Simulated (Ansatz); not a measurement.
System: HfS2/HfS2 (1T bilayer).

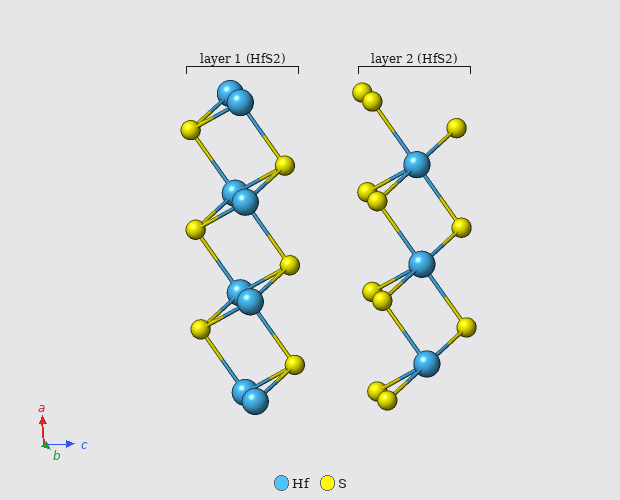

The structure (hafnium blue, sulfur yellow). Bonds to atoms that aren't drawn are left out. 3×1×1 cells are drawn. Some periodic images of atoms are drawn too.

The cell holds 6 atoms: 2 Hf and 4 S. Cell: a = 3.570 Å, b = 3.570 Å, c = 40.500 Å, α = 90.0°, β = 90.0°, γ = 120.0°. Regions: layer 1 (HfS2), 3 atoms (1 Hf and 2 S); layer 2 (HfS2), 3 atoms (1 Hf and 2 S). Vacuum lies along c.

```xyz
6
Lattice="3.5704 0.0000 0.0000 -1.7852 3.0920 0.0000 0.0000 0.0000 40.5000" Properties=species:S:1:pos:R:3
Hf    0.0000    0.0000   17.3778
S     0.0000    2.0614   18.8277
S     1.7852    1.0307   15.9253
Hf    0.0000    2.0614   23.1222
S     1.7852    1.0307   24.5747
S     0.0000    0.0000   21.6723
```

The structure was relaxed with PBEsol-D3(BJ). At the settings of the band run the largest force is still 0.08 eV/Å. The runs that relaxed it are not among those shown. Spin-orbit coupling is left out unless a run names it.

Gaps computed with Ansatz 0.2.0 without a self-energy: PBEsol 0.80 eV, PBEsol+SOC 0.73 eV and HSE06 1.69 eV.

Question: What gap should G0W0 on PBEsol give (6×6×1 mesh, 659 empty bands, screening to 75 eV, PAW set soft_1 files)?

About 1.78 eV: on its mesh the run moves the gap from 0.80 eV by +0.99 eV. Among the scalar-relativistic levels given, HSE06 is nearest (−0.09 eV). Spin-orbit coupling is not in that value; its −0.06 eV at the PBEsol level would bring it to about 1.72 eV. Bands and cutoff are finite, so the gap is not at the basis limit. The miss can reach some tenths of an eV and take either sign; the mesh is an error of its own. The mesh in the plane is coarse for a sheet; gap and any exciton binding can still move on denser ones. The many-body steps are scalar-relativistic: spin-orbit coupling is not in them.

[Paths, hosts, dates, memory and timing lines, banners, echoed tables and standing remarks are left out of the program output.]

[Logs are printed without paths, hosts, clocks, repeated set-up lines and the standing remarks that a program may print on its own settings, such as how far it seeks lower states.]

[Runs of the session that timed out or met a known fault of the program may be left out.]

[Cells called generated may have been cut or substituted from an entry of the Crystallography Open Database or the Materials Project.]

[Hosts, paths, dates, database ids (printed as entryN), source tags and the programs' standing remarks are cut or masked in the printed files.]
